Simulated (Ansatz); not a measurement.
## Electronic structure of Si₁₁N₁₂ (amorphous cell) in real space

Input

```
crystal:
  lattice:
    - [6.273272, -0.300897, 0.084902]
    - [-0.320605, 6.818439, 0.290243]
    - [0.073397, 0.290777, 6.523723]
  atoms:
    - { symbol: Si, position: [0.7245989118, 0.5884156902, 0.3914314591] }
    - { symbol: Si, position: [0.989513912, 0.0439332093, 0.6104350696] }
    - { symbol: Si, position: [0.5533115513, 0.1514909877, 0.2328472606] }
    - { symbol: Si, position: [0.6419143491, 0.4747411457, 0.973860918] }
    - { symbol: Si, position: [0.4702206944, 0.0703092054, 0.6322078094] }
    - { symbol: Si, position: [0.1488853997, 0.7339024352, 0.9737518226] }
    - { symbol: Si, position: [0.7282396603, 0.8755347244, 0.9895041232] }
    - { symbol: Si, position: [0.5146614822, 0.6534186582, 0.7001699867] }
    - { symbol: Si, position: [0.2193794725, 0.3235862636, 0.8855005013] }
    - { symbol: Si, position: [0.1378139702, 0.8867782716, 0.3236366312] }
    - { symbol: Si, position: [0.9228513221, 0.3190078379, 0.0889377551] }
    - { symbol: "N", position: [0.4357380835, 0.2827666775, 0.0395337217] }
    - { symbol: "N", position: [0.2508863919, 0.5748248938, 0.7959497569] }
    - { symbol: "N", position: [0.7012788657, 0.3194142885, 0.393227939] }
    - { symbol: "N", position: [0.4035189744, 0.9761153226, 0.3954558403] }
    - { symbol: "N", position: [0.2349036297, 0.1827650897, 0.6779923582] }
    - { symbol: "N", position: [0.949414662, 0.8607127976, 0.8265102126] }
    - { symbol: "N", position: [0.5175089075, 0.8842693183, 0.8138845838] }
    - { symbol: "N", position: [0.0664391955, 0.5437000659, 0.1828742356] }
    - { symbol: "N", position: [0.6384588159, 0.6628150357, 0.1470825272] }
    - { symbol: "N", position: [0.0101136417, 0.6391698522, 0.3687620944] }
    - { symbol: "N", position: [0.783658196, 0.069555249, 0.1349611809] }
    - { symbol: "N", position: [0.7373340775, 0.1864930172, 0.5841848199] }
basis:
  ecutwfc: 420
kpoints:
  mp_grid: { grid: [4, 4, 4] }
hamiltonian:
  xc: pbe
scf:
  occupations: { method: gaussian, width: 0.02 }
  n_extra_bands: 11
output:
  forces: true
  stress: true
  eigenvalues: true
  populations: true
  dos:
    method: { smearing: { sigma: 0.1, scheme: gaussian } }
    projected: true
    de: 0.02
  write_density: true
  write_potential: true
  elf: true
  volumetric_format: npy
```

Run with:

```sh
ansatz run input.yaml --threads 2 --pin off --max-ram 5120MiB --backend cpu --events-out ev --progress --plain --runs-dir out
```

All numbers below come from Ansatz, DFT PBE, scalar-relativistic, plane waves, PAW.

Core electrons are frozen (PAW), and the valence fields are smoothed inside the atomic spheres.

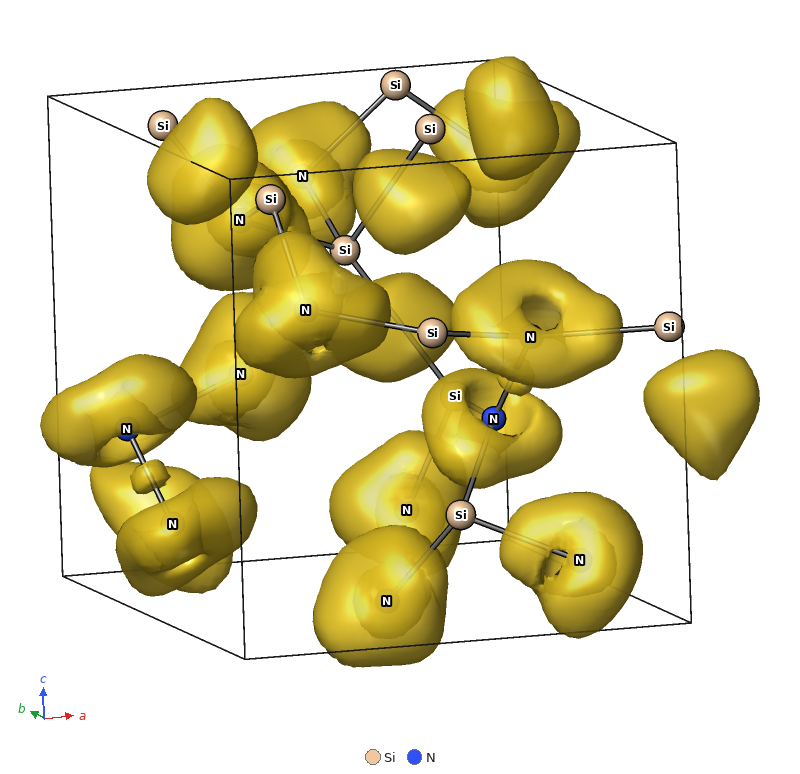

Figure 1. Isosurface of the ELF at 0.75 (yellow), seen slightly off an axis. Core shells and regions of very low density are left out. Sticks mark near contacts.

**Describe the localisation domains.**

The ELF exceeds this value in two regions between bonded N–N atoms (shared pairs), five regions between bonded Si–Si atoms (shared pairs), twelve regions on N in which the atom's valence shell and bonds are merged and one pocket between the atoms, centred on no nucleus (multi-centre or interstitial), counted in one cell of 23 atoms. Any copies at cell faces, edges or corners count once. Profiles from the grid: N–N (1.48 Å): the ELF peaks at about 0.85 between the atoms: localised, covalent bonding. Si–N (1.71 Å): the ELF peaks at about 0.90 between the atoms (a shared but strongly polarised pair).

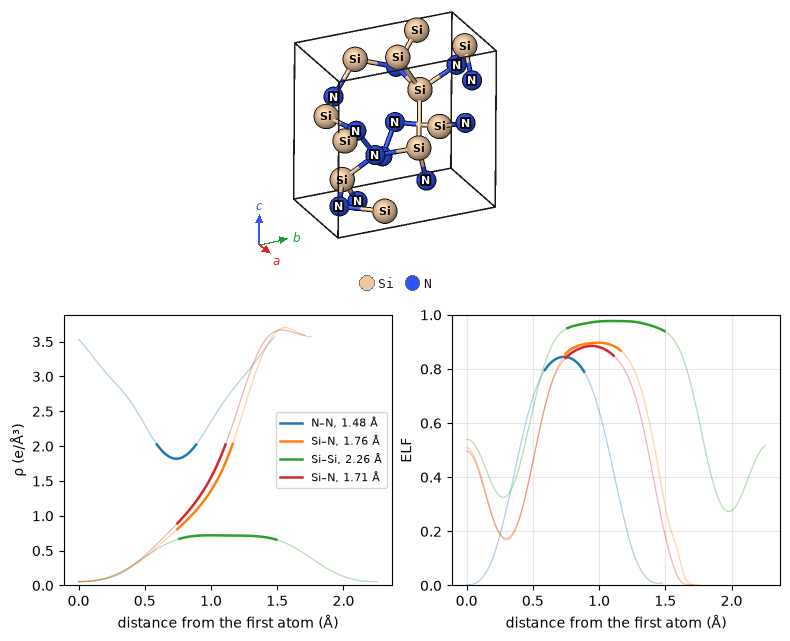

Figure 2. Valence charge density (pseudo) and electron localisation function along straight lines between neighbouring atoms. Thin, pale parts lie inside the atomic spheres. The structure is drawn too.

**Compare the contacts.**

N–N (1.48 Å): the density is about 1.8 e/Å³ at the midpoint; the ELF peaks at about 0.85 between the atoms, as expected for a shared electron pair.
Si–N (1.76 Å): the density is about 1.1 e/Å³ at the midpoint; the ELF peaks at about 0.90 between the atoms; a polar covalent bond.
Si–Si (2.26 Å): the density is about 0.72 e/Å³ at the midpoint; the ELF peaks at about 1 between the atoms; localised, covalent bonding.
Si–N (1.71 Å): the density is about 1.1 e/Å³ at the midpoint; the ELF peaks at about 0.90 between the atoms; a shared but strongly polarised pair.

**Does the calculation make it a metal, or give it a gap?**

It is gapped, with a Kohn–Sham gap of 1.5 eV on the k-point mesh (the band edges may lie off the mesh, which would make the gap smaller).
